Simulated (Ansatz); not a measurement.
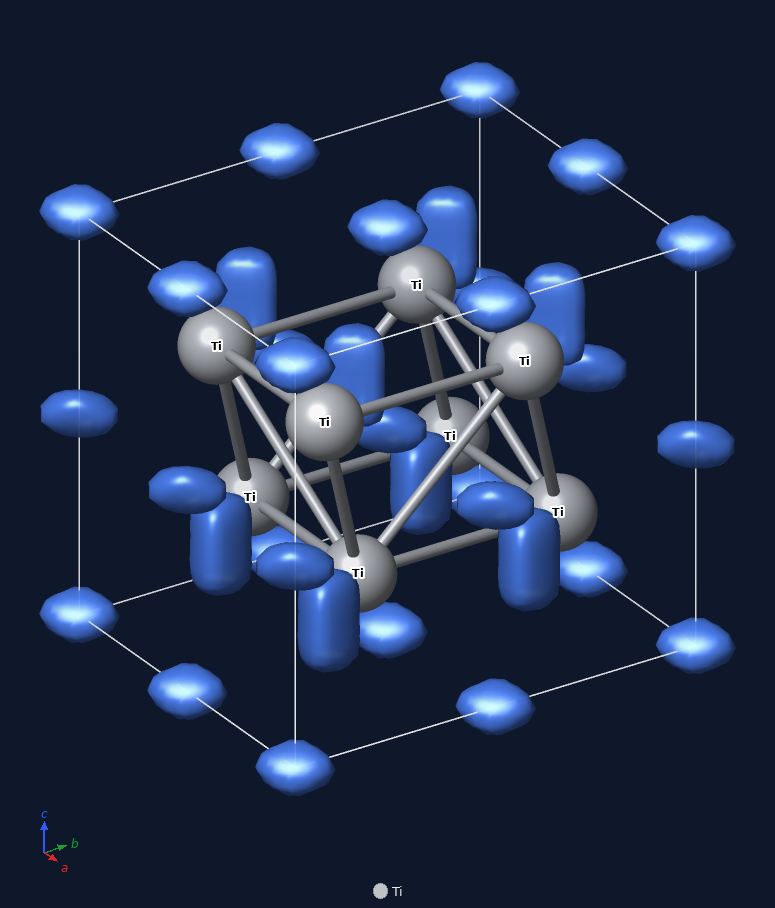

Figure. Ti. Isosurface of the electron localisation function at 0.65 (blue), seen slightly off an axis. Core shells and regions of very low density are left out. Sticks mark near contacts.

Space group Cmcm; a structure from a database of computed crystals, not necessarily the ambient phase; changed on purpose from its base cell (band edges of the strained film's bulk); computed pressure about −6 GPa in this cell; computed without spin polarisation.

Level of theory: DFT LDA, scalar-relativistic, plane waves, PAW (Ansatz 0.2.0).

Identify the bonds, lone pairs and shells in this picture.

Answer. The surface consists of 16 pockets between the atoms, centred on no nucleus (multi-centre or interstitial), counted in one cell of 8 atoms. Any copies at cell faces, edges or corners count once. There are no localised bonds or lone pairs at this value.

Values along the shortest contacts:
Ti–Ti (2.72 Å): the ELF is about 0.15 at the midpoint (no shared electron pair shows on this line). Ti–Ti (2.81 Å): the ELF is about 0.20 at the midpoint (no shared electron pair shows on this line).

Does the calculation give a band gap?

Answer. It is gapless in this calculation (a metal or semimetal).
